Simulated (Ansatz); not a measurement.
# Geometry relaxation, with input and output: Ti$_{12}$HO$_{24}$ (part 5 of 5)

Ti$_{12}$HO$_{24}$ (slab, 37 atoms in the cell); DFT PBE+D3(BJ), scalar-relativistic, plane waves, PAW, spin-polarised (Ansatz 0.2.0); cutoff 420 eV, 4×5×1 k-mesh, Gaussian smearing of 0.05 eV, collinear spins. The structure derives from an entry of the Crystallography Open Database. The input holds or restrains some coordinates. Forces given for the steps count only the free coordinates.

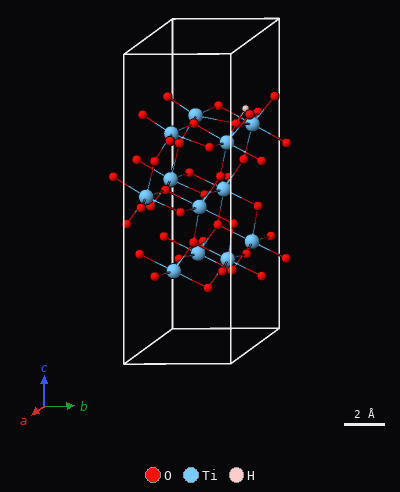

The geometry at step 8 of the log (ball-and-stick view of the cell of the calculation, with the vacuum cut short, seen slightly off an axis; bonded neighbours outside the cell are drawn too).

## Trajectory as extended XYZ, continued
```
37
Lattice="7.5747 0.0000 0.0000 -1.8937 5.1467 0.0000 0.0000 0.0000 28.3895" Properties=species:S:1:pos:R:3:forces:R:3 step=5 energy=-43682.85187
O     0.0000    3.2456    8.5000    0.0033  -1.6662   1.1633
O     3.7874    3.2456    8.5000   -0.0031  -1.6687   1.1602
Ti    0.0000    1.3935    9.2329   -0.0025   3.6099   1.4162
Ti    3.7874    1.3935    9.2329    0.0029   3.6179   1.4124
O     1.8937    1.0206    9.3804   -0.0002   0.2164  -0.9886
O     5.6811    1.0206    9.3804   -0.0004   0.2185  -0.9899
O     1.8937    4.6882    9.9657   -0.0033   0.2865   0.0733
O     5.6811    4.6882    9.9657    0.0037   0.2869   0.0678
Ti    0.0000    4.3153   10.1133   -0.0109  -1.5472  -2.5387
Ti    3.7874    4.3153   10.1133    0.0101  -1.5456  -2.5188
O     0.0000    2.4632   10.8462    0.0034  -0.9332   0.2395
O     3.7874    2.4632   10.8462   -0.0031  -0.9566   0.2261
O     0.0000    4.6391   12.0217    0.0103  -0.1030   0.5323
O     3.7874    4.6391   12.0217   -0.0088  -0.1015   0.4651
Ti    0.0000    2.7870   12.7546    0.0448  -0.1973   0.0643
Ti    3.7874    2.7870   12.7546   -0.0486  -0.1159   0.1232
O     1.8937    2.4141   12.9021   -0.0252   0.0833  -0.0267
O     5.6811    2.4141   12.9021    0.0230   0.2524   0.1090
O     3.7877    0.9448   13.5141   -0.0035   0.0070  -0.0501
O    -0.0004    0.9245   13.4866    0.0043   0.0228  -0.0567
Ti    1.8967    0.5435   13.5525   -0.0100   0.2141   0.1118
Ti    5.6782    0.5331   13.5574    0.0070   0.1939   0.1045
O     0.0637    3.9133   14.4465    0.0263  -0.0952   0.0185
O     3.7227    3.9094   14.4423   -0.0243  -0.0730   0.0147
O     1.8475    1.0438   15.5140    0.0140  -0.0535  -0.1472
O     5.7260    1.0254   15.5109   -0.0179  -0.0578  -0.1423
Ti   -0.0991    4.3019   16.3304   -0.0064  -0.1061  -0.2003
Ti    3.8825    4.3075   16.3428    0.0286  -0.1690  -0.1978
O     1.8932    4.1033   16.7522   -0.0278  -0.0915  -0.0357
O     5.6803    3.9262   16.4437   -0.0046   0.1000   0.1165
O     3.7753    2.4633   17.1781    0.0494   0.0223  -0.0324
O     0.0063    2.4952   17.2082   -0.0365   0.0314  -0.0268
Ti    1.8827    1.8935   17.0724    0.0100  -0.0341   0.0399
Ti    5.6879    1.9084   17.0513   -0.0037  -0.0747   0.0960
O     1.8784    0.3280   17.9016   -0.0262   0.1862   0.1213
O     5.6929    0.3219   17.8922    0.0279   0.1781   0.0953
H     1.8921    4.6213   17.5840   -0.0021   0.0624   0.1808
37
Lattice="7.5747 0.0000 0.0000 -1.8937 5.1467 0.0000 0.0000 0.0000 28.3895" Properties=species:S:1:pos:R:3:forces:R:3 step=6 energy=-43682.87784
O     0.0000    3.2456    8.5000    0.0030  -1.6706   1.1639
O     3.7874    3.2456    8.5000   -0.0029  -1.6746   1.1600
Ti    0.0000    1.3935    9.2329   -0.0025   3.6022   1.4066
Ti    3.7874    1.3935    9.2329    0.0031   3.6110   1.4014
O     1.8937    1.0206    9.3804   -0.0005   0.2186  -0.9863
O     5.6811    1.0206    9.3804   -0.0002   0.2215  -0.9879
O     1.8937    4.6882    9.9657   -0.0046   0.2870   0.0713
O     5.6811    4.6882    9.9657    0.0050   0.2872   0.0656
Ti    0.0000    4.3153   10.1133   -0.0109  -1.5329  -2.5255
Ti    3.7874    4.3153   10.1133    0.0101  -1.5281  -2.4960
O     0.0000    2.4632   10.8462    0.0033  -0.9375   0.2570
O     3.7874    2.4632   10.8462   -0.0031  -0.9626   0.2476
O     0.0000    4.6391   12.0217    0.0078  -0.1215   0.5581
O     3.7874    4.6391   12.0217   -0.0071  -0.1085   0.4934
Ti    0.0000    2.7870   12.7546    0.0601  -0.1146   0.0125
Ti    3.7874    2.7870   12.7546   -0.0611   0.0038   0.0450
O     1.8937    2.4141   12.9021   -0.0209   0.1401  -0.0593
O     5.6811    2.4141   12.9021    0.0181   0.3378   0.0937
O     3.7873    0.9486   13.5053    0.0044  -0.0123  -0.0445
O    -0.0001    0.9266   13.4771   -0.0021   0.0050  -0.0377
Ti    1.8977    0.5592   13.5465   -0.0368   0.0612   0.1206
Ti    5.6764    0.5498   13.5526    0.0379   0.0384   0.0985
O     0.0741    3.9088   14.4498    0.0129  -0.0616   0.0575
O     3.7135    3.9094   14.4435   -0.0127  -0.0696   0.0490
O     1.8525    1.0409   15.4987    0.0281  -0.0771  -0.1697
O     5.7224    1.0282   15.4965   -0.0349  -0.0481  -0.0930
Ti   -0.0936    4.3111   16.3197    0.0691   0.0108   0.0169
Ti    3.8826    4.3157   16.3277   -0.0569  -0.0637   0.0312
O     1.8922    4.1047   16.8468    0.0214   0.1024  -0.0703
O     5.6834    3.9644   16.4676   -0.0287   0.1200   0.0484
O     3.7827    2.4731   17.1345    0.0433   0.0270   0.0066
O     0.0020    2.5043   17.1715   -0.0440   0.0481  -0.0265
Ti    1.8836    1.9135   17.0499    0.0030  -0.0341   0.1868
Ti    5.6889    1.9223   17.0406    0.0111  -0.1149   0.0095
O     1.8721    0.3842   17.9161   -0.0092   0.0005  -0.0643
O     5.7036    0.3618   17.8970    0.0064   0.0355   0.0059
H     1.8985    4.6211   17.6838   -0.0093  -0.0255  -0.0457
37
Lattice="7.5747 0.0000 0.0000 -1.8937 5.1467 0.0000 0.0000 0.0000 28.3895" Properties=species:S:1:pos:R:3:forces:R:3 step=7 energy=-43682.88506
O     0.0000    3.2456    8.5000    0.0030  -1.6753   1.1612
O     3.7874    3.2456    8.5000   -0.0029  -1.6770   1.1584
Ti    0.0000    1.3935    9.2329   -0.0021   3.6036   1.4096
Ti    3.7874    1.3935    9.2329    0.0027   3.6116   1.4064
O     1.8937    1.0206    9.3804   -0.0004   0.2206  -0.9885
O     5.6811    1.0206    9.3804   -0.0002   0.2232  -0.9896
O     1.8937    4.6882    9.9657   -0.0027   0.2891   0.0675
O     5.6811    4.6882    9.9657    0.0031   0.2894   0.0619
Ti    0.0000    4.3153   10.1133   -0.0105  -1.5285  -2.4995
Ti    3.7874    4.3153   10.1133    0.0097  -1.5287  -2.4827
O     0.0000    2.4632   10.8462    0.0040  -0.9429   0.2536
O     3.7874    2.4632   10.8462   -0.0041  -0.9650   0.2383
O     0.0000    4.6391   12.0217    0.0035  -0.1388   0.5986
O     3.7874    4.6391   12.0217   -0.0022  -0.1375   0.5263
Ti    0.0000    2.7870   12.7546    0.0540  -0.0765  -0.0089
Ti    3.7874    2.7870   12.7546   -0.0535  -0.0078   0.0427
O     1.8937    2.4141   12.9021   -0.0241   0.1286  -0.0614
O     5.6811    2.4141   12.9021    0.0241   0.3199   0.1045
O     3.7879    0.9462   13.4981    0.0035  -0.0136  -0.0378
O    -0.0003    0.9261   13.4724   -0.0031  -0.0134  -0.0073
Ti    1.8969    0.5622   13.5491    0.0008   0.0261   0.0609
Ti    5.6774    0.5495   13.5547   -0.0013   0.0282   0.0489
O     0.0769    3.9018   14.4550   -0.0118  -0.0194  -0.0272
O     3.7111    3.8989   14.4501    0.0110  -0.0259  -0.0355
O     1.8606    1.0394   15.4930    0.0190   0.0176   0.0081
O     5.7154    1.0190   15.4896   -0.0196   0.0213   0.0054
Ti   -0.0905    4.3145   16.3151   -0.0606  -0.0497  -0.0218
Ti    3.8802    4.3109   16.3277    0.0683  -0.0688  -0.0277
O     1.8932    4.1167   16.8345    0.0062  -0.0159  -0.0809
O     5.6833    3.9794   16.4797   -0.0028   0.0467   0.0102
O     3.7881    2.4740   17.1374   -0.0573  -0.0004   0.0168
O     0.0001    2.5090   17.1606    0.0509  -0.0227   0.0096
Ti    1.8860    1.9145   17.0534   -0.0354  -0.0224  -0.0069
Ti    5.6904    1.9163   17.0354    0.0355   0.0417  -0.0016
O     1.8698    0.3883   17.9138    0.0228   0.0038   0.0094
O     5.7077    0.3653   17.8979   -0.0228   0.0235   0.0177
H     1.8980    4.6319   17.6692   -0.0045   0.0352   0.0613
37
Lattice="7.5747 0.0000 0.0000 -1.8937 5.1467 0.0000 0.0000 0.0000 28.3895" Properties=species:S:1:pos:R:3:forces:R:3 step=8 energy=-43682.88698
O     0.0000    3.2456    8.5000    0.0030  -1.6795   1.1583
O     3.7874    3.2456    8.5000   -0.0029  -1.6809   1.1552
Ti    0.0000    1.3935    9.2329   -0.0024   3.6058   1.4141
Ti    3.7874    1.3935    9.2329    0.0029   3.6142   1.4127
O     1.8937    1.0206    9.3804   -0.0005   0.2226  -0.9909
O     5.6811    1.0206    9.3804    0.0000   0.2254  -0.9921
O     1.8937    4.6882    9.9657   -0.0028   0.2914   0.0629
O     5.6811    4.6882    9.9657    0.0032   0.2920   0.0574
Ti    0.0000    4.3153   10.1133   -0.0100  -1.5255  -2.4785
Ti    3.7874    4.3153   10.1133    0.0093  -1.5276  -2.4633
O     0.0000    2.4632   10.8462    0.0046  -0.9475   0.2450
O     3.7874    2.4632   10.8462   -0.0047  -0.9657   0.2256
O     0.0000    4.6391   12.0217    0.0013  -0.1423   0.6181
O     3.7874    4.6391   12.0217   -0.0002  -0.1389   0.5448
Ti    0.0000    2.7870   12.7546    0.0434  -0.0672  -0.0299
Ti    3.7874    2.7870   12.7546   -0.0431   0.0001   0.0186
O     1.8937    2.4141   12.9021   -0.0277   0.1174  -0.0506
O     5.6811    2.4141   12.9021    0.0278   0.3005   0.1055
O     3.7881    0.9434   13.4910   -0.0021  -0.0172  -0.0102
O    -0.0005    0.9250   13.4717    0.0015  -0.0109   0.0089
Ti    1.8970    0.5629   13.5521   -0.0021   0.0130  -0.0078
Ti    5.6773    0.5502   13.5574    0.0027   0.0191   0.0022
O     0.0726    3.8970   14.4538   -0.0098   0.0037  -0.0152
O     3.7152    3.8937   14.4490    0.0126   0.0166   0.0037
O     1.8664    1.0369   15.4922    0.0026   0.0002  -0.0109
O     5.7095    1.0201   15.4906   -0.0044   0.0017  -0.0314
Ti   -0.0905    4.3105   16.3122   -0.0159  -0.0187  -0.0203
Ti    3.8805    4.3078   16.3262    0.0157  -0.0127  -0.0152
O     1.8932    4.1180   16.8205    0.0001  -0.0303  -0.0577
O     5.6833    3.9857   16.4847   -0.0025   0.0044   0.0196
O     3.7843    2.4750   17.1420   -0.0010   0.0346  -0.0036
O     0.0033    2.5049   17.1581    0.0049   0.0071   0.0098
Ti    1.8853    1.9111   17.0534    0.0117   0.0065   0.0023
Ti    5.6910    1.9193   17.0360   -0.0137  -0.0169   0.0094
O     1.8751    0.3865   17.9133    0.0080  -0.0253   0.0164
O     5.7015    0.3710   17.8985   -0.0069  -0.0176   0.0140
H     1.8966    4.6320   17.6559   -0.0024   0.0483   0.0730
37
Lattice="7.5747 0.0000 0.0000 -1.8937 5.1467 0.0000 0.0000 0.0000 28.3895" Properties=species:S:1:pos:R:3:forces:R:3 step=9 energy=-43682.88751
O     0.0000    3.2456    8.5000    0.0029  -1.6803   1.1579
O     3.7874    3.2456    8.5000   -0.0028  -1.6821   1.1546
Ti    0.0000    1.3935    9.2329   -0.0027   3.6057   1.4139
Ti    3.7874    1.3935    9.2329    0.0032   3.6139   1.4132
O     1.8937    1.0206    9.3804   -0.0007   0.2230  -0.9909
O     5.6811    1.0206    9.3804    0.0003   0.2261  -0.9926
O     1.8937    4.6882    9.9657   -0.0034   0.2919   0.0616
O     5.6811    4.6882    9.9657    0.0037   0.2926   0.0565
Ti    0.0000    4.3153   10.1133   -0.0094  -1.5242  -2.4755
Ti    3.7874    4.3153   10.1133    0.0088  -1.5260  -2.4567
O     0.0000    2.4632   10.8462    0.0049  -0.9492   0.2439
O     3.7874    2.4632   10.8462   -0.0049  -0.9646   0.2261
O     0.0000    4.6391   12.0217   -0.0017  -0.1502   0.6122
O     3.7874    4.6391   12.0217    0.0023  -0.1477   0.5470
Ti    0.0000    2.7870   12.7546    0.0364  -0.0656  -0.0356
Ti    3.7874    2.7870   12.7546   -0.0366   0.0053   0.0072
O     1.8937    2.4141   12.9021   -0.0269   0.1235  -0.0445
O     5.6811    2.4141   12.9021    0.0267   0.2976   0.1020
O     3.7879    0.9405   13.4861   -0.0011  -0.0008   0.0012
O    -0.0004    0.9242   13.4722    0.0005   0.0033   0.0050
Ti    1.8968    0.5636   13.5518   -0.0016   0.0044  -0.0037
Ti    5.6774    0.5515   13.5575    0.0030   0.0067  -0.0057
O     0.0684    3.8953   14.4524   -0.0001   0.0015  -0.0015
O     3.7194    3.8940   14.4493    0.0000  -0.0019  -0.0040
O     1.8695    1.0348   15.4918   -0.0022   0.0093   0.0193
O     5.7058    1.0199   15.4897    0.0006   0.0206   0.0150
Ti   -0.0908    4.3067   16.3107    0.0026  -0.0028   0.0015
Ti    3.8804    4.3062   16.3252   -0.0048   0.0029  -0.0097
O     1.8924    4.1193   16.8198    0.0033  -0.0328  -0.0311
O     5.6830    3.9878   16.4904    0.0047  -0.0126   0.0154
O     3.7831    2.4781   17.1432    0.0104  -0.0022   0.0024
O     0.0040    2.5017   17.1595   -0.0113   0.0052  -0.0054
Ti    1.8866    1.9085   17.0551   -0.0075  -0.0288   0.0043
Ti    5.6889    1.9169   17.0384    0.0061  -0.0135  -0.0102
O     1.8798    0.3828   17.9154   -0.0044   0.0239  -0.0196
O     5.6963    0.3688   17.9001    0.0056   0.0131   0.0016
H     1.8950    4.6355   17.6555   -0.0038   0.0148   0.0246
37
Lattice="7.5747 0.0000 0.0000 -1.8937 5.1467 0.0000 0.0000 0.0000 28.3895" Properties=species:S:1:pos:R:3:forces:R:3 step=10 energy=-43682.88762
O     0.0000    3.2456    8.5000    0.0028  -1.6805   1.1579
O     3.7874    3.2456    8.5000   -0.0027  -1.6824   1.1544
Ti    0.0000    1.3935    9.2329   -0.0027   3.6057   1.4134
Ti    3.7874    1.3935    9.2329    0.0032   3.6138   1.4131
O     1.8937    1.0206    9.3804   -0.0008   0.2230  -0.9908
O     5.6811    1.0206    9.3804    0.0003   0.2262  -0.9926
O     1.8937    4.6882    9.9657   -0.0035   0.2919   0.0614
O     5.6811    4.6882    9.9657    0.0038   0.2926   0.0564
Ti    0.0000    4.3153   10.1133   -0.0092  -1.5235  -2.4751
Ti    3.7874    4.3153   10.1133    0.0085  -1.5253  -2.4556
O     0.0000    2.4632   10.8462    0.0048  -0.9501   0.2440
O     3.7874    2.4632   10.8462   -0.0049  -0.9646   0.2264
O     0.0000    4.6391   12.0217   -0.0034  -0.1471   0.6154
O     3.7874    4.6391   12.0217    0.0039  -0.1448   0.5505
Ti    0.0000    2.7870   12.7546    0.0365  -0.0596  -0.0386
Ti    3.7874    2.7870   12.7546   -0.0367   0.0076   0.0037
O     1.8937    2.4141   12.9021   -0.0265   0.1248  -0.0426
O     5.6811    2.4141   12.9021    0.0262   0.2970   0.0999
O     3.7877    0.9401   13.4855   -0.0003   0.0015   0.0053
O    -0.0003    0.9247   13.4731   -0.0004   0.0011   0.0029
Ti    1.8966    0.5639   13.5519    0.0037  -0.0023  -0.0048
Ti    5.6776    0.5523   13.5575   -0.0024  -0.0025  -0.0080
O     0.0672    3.8949   14.4519    0.0015   0.0032   0.0061
O     3.7207    3.8941   14.4489   -0.0016  -0.0008   0.0043
O     1.8694    1.0339   15.4928   -0.0003   0.0005  -0.0055
O     5.7055    1.0206   15.4899    0.0002  -0.0030  -0.0046
Ti   -0.0909    4.3047   16.3106   -0.0049  -0.0016  -0.0068
Ti    3.8805    4.3051   16.3250    0.0025  -0.0032  -0.0022
O     1.8923    4.1158   16.8189    0.0030   0.0012   0.0017
O     5.6831    3.9863   16.4928   -0.0017  -0.0012   0.0047
O     3.7838    2.4773   17.1439   -0.0057  -0.0043   0.0001
O     0.0031    2.5002   17.1591    0.0069   0.0019  -0.0009
Ti    1.8862    1.9062   17.0558    0.0033   0.0159  -0.0077
Ti    5.6889    1.9153   17.0387   -0.0039   0.0099   0.0015
O     1.8794    0.3815   17.9146    0.0006  -0.0113   0.0135
O     5.6965    0.3679   17.9004    0.0006  -0.0063   0.0031
H     1.8943    4.6331   17.6550   -0.0009  -0.0033  -0.0042
```

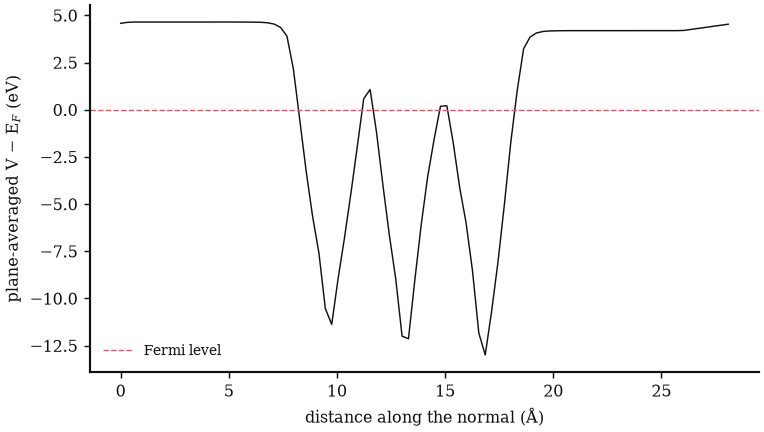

Plane average of the electrostatic potential energy of an electron across the cell, from the Fermi level. The vacuum level lies 4.19 eV above the Fermi level on the upper side and 4.65 eV on the lower.

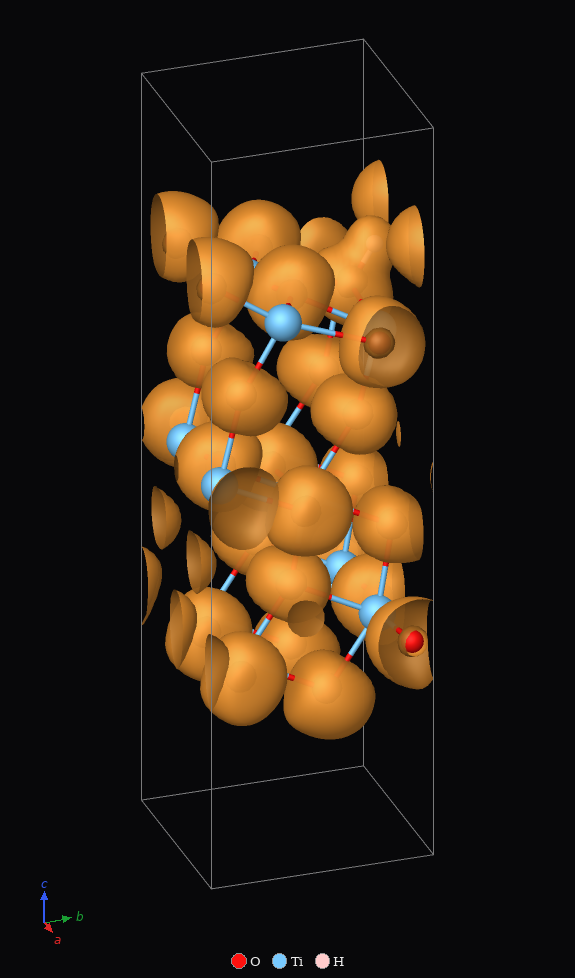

Isosurface of the ELF at 0.65 (orange), seen slightly off an axis. Only the valence region is drawn (cores and ρ < 0.01 e/Å³ removed). Sticks mark near contacts. Along the contacts the grid gives the following. Ti–O (1.75 Å): the ELF is about 0.30 at the midpoint (a polar contact without a shared pair, in a metal). In a PAW calculation such maps are meaningful between the atoms, not at the nuclei.

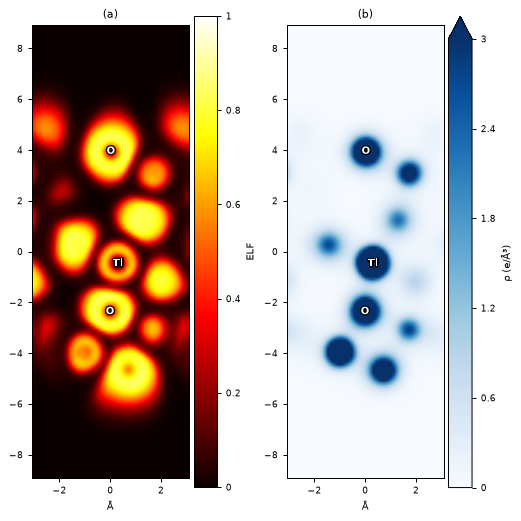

(a) ELF; (b) valence charge density (pseudo) on the (100) plane of the calculation cell, a cut from vacuum to vacuum. The section cuts through O and Ti sites. Ti–O (1.94 Å): ρ at the midpoint is about 0.74 e/Å³; the ELF is about 0.20 at the midpoint; a polar contact without a shared pair, in a metal. Ti–O (1.94 Å): the density is about 0.74 e/Å³ at the midpoint; the ELF is about 0.20 at the midpoint (a polar contact without a shared pair, in a metal). The density dies away to nearly zero in the vacuum. The strong features right at Ti lie inside the PAW spheres (semicore, d or f shells) and say nothing about bonding.

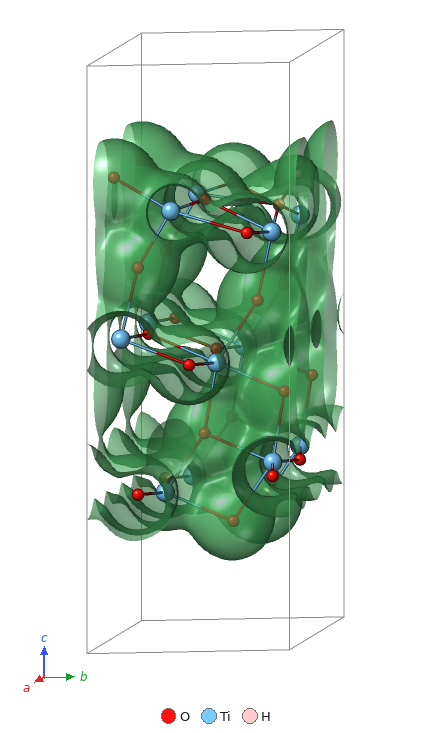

Isosurface of the valence electron density at 0.2 e/Å³ (green), seen slightly off an axis. Sticks mark near contacts. At this value the density is joined into sheets; it holds about 95 % of the electrons treated as valence (semicore included). On the grid the lowest density along these lines, outside the cores, is 2.1 e/Å³ (O–H, 0.98 Å), 1.3 e/Å³ (Ti–O, 1.75 Å), 0.28 e/Å³ (Ti–Ti, 2.85 Å) and 1.1 e/Å³ (Ti–O, 1.79 Å).

## Key numbers

| quantity | value |
| --- | --- |
| outcome | converged under the restraints of the input |
| electrons treated | 289 |
| free energy | −43682.8876 eV |
| work function, top face | 4.19 eV |
| work function, bottom face | 4.65 eV |
| Fermi energy | 0.956 eV |
| gap on the k-point mesh | none (metallic) |
| net moment of the cell | 0.00 μB |
| integrated absolute moment | 0.00 μB |
| final volume | 1106.77 Å³ |
| work function (upper face) | 4.19 eV |
| largest force (length of the vector) at the end, held atoms and coordinates included | 3.880 eV/Å |
| wall time | 59 min (CPU time 7.7 h) |
| peak memory | 8.4 GiB |

## Notes

The program warns: some starting moments were not kept; the exchange-correlation potential is rough where the density is thin.
